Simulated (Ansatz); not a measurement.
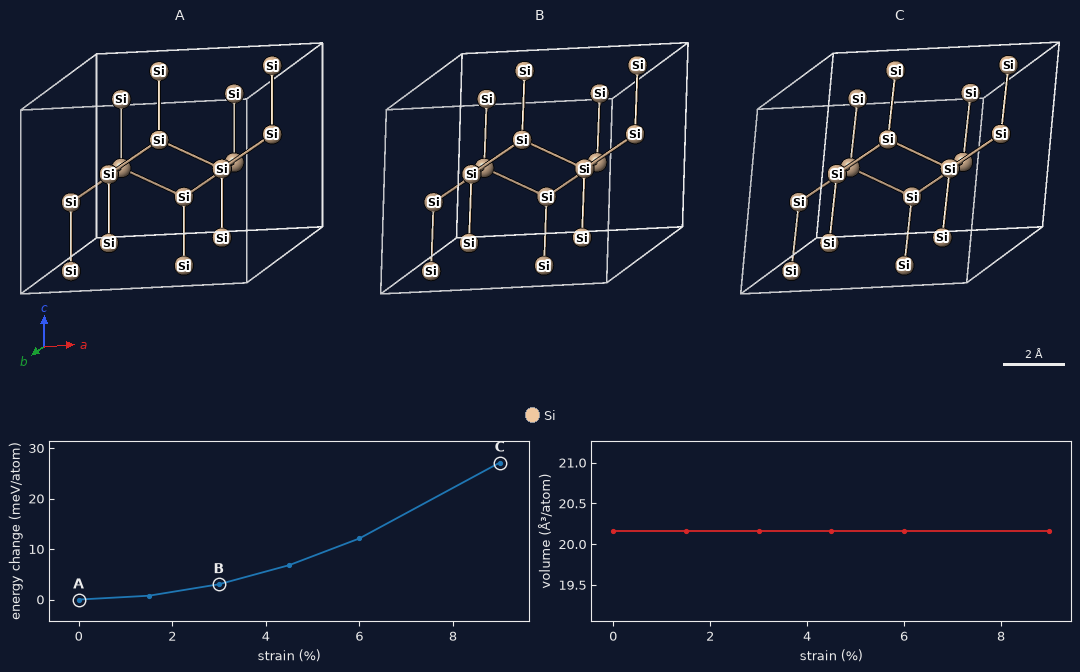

Members of a series of calculations on crystalline Si (set up in P6_3/mmc), marked on the first curve. Style: ball-and-stick. Shown: the cell of the calculation, repeated to show the pattern, from a free direction.

Computed with DFT r2SCAN, scalar-relativistic, plane waves, PAW in Ansatz. (plane-wave cutoff 500 eV; k-point mesh 12 × 12 × 4; occupations gaussian; smearing width 0.02 eV; no spin polarisation)

### Describe the series.

Shear of c along a, cell held, atoms relaxed. A (strain 0.0 %): energy change 0.0 meV/atom, volume 20.16 Å³ per atom. B (strain 3.0 %): energy change 3.0 meV/atom, volume 20.16 Å³ per atom. C (strain 9.0 %): energy change 27.1 meV/atom, volume 20.16 Å³ per atom. The rest compares A with C. The drawn cell changes at constant volume: a = b unchanged at 7.664 Å, c 6.342 → 6.367 Å (+0.4 %), α 90.0° → 92.6°, β 90.0° → 84.9°. Among the bonded contacts that change: Si–Si 2.353 → 2.333 to 2.380 Å, Si–Si 2.371 → 2.378 Å.
